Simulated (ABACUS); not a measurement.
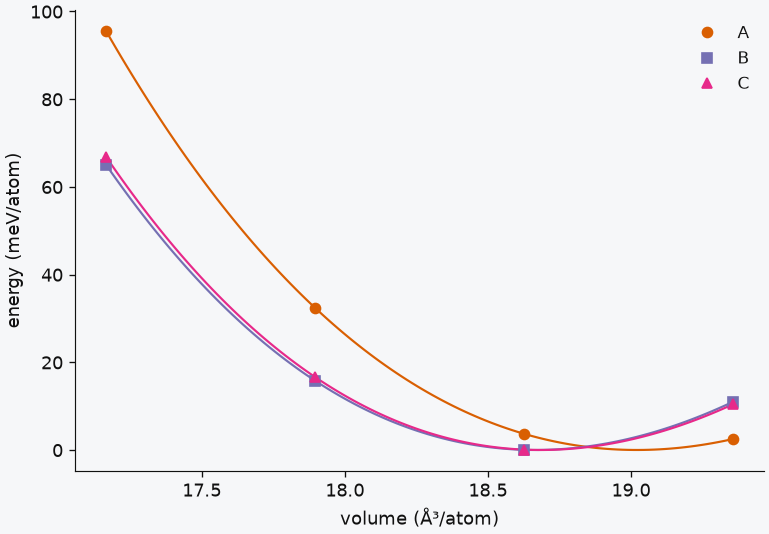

The figure shows the energy against volume, with one curve for each functional, for PtS₂ (space group P-3m1). The labels are replaced by letters. In alphabetical order the cases are: LDA; LDA-PW92; PBEsol.

How it was computed, with ABACUS 3.10.1: DFT in plane waves or numerical atomic orbitals with pseudopotentials, no spin polarisation; energies at scaled volumes of the given cell, shape and fractions fixed, counted from the fit's minimum, third-order Birch-Murnaghan fit. All runs: no spin polarisation.

| setting | value |
| --- | --- |
| k mesh | 7×7×4 |
| occupations | Fermi–Dirac |
| smearing width | 0.05 eV |

Which letter stands for which functional?

A: PBEsol; B: LDA-PW92; C: LDA.

Keep in mind: spin-orbit coupling left out, heavy elements; shape and atomic fractions are frozen while scaling, which makes layered, chain and framework solids too stiff.
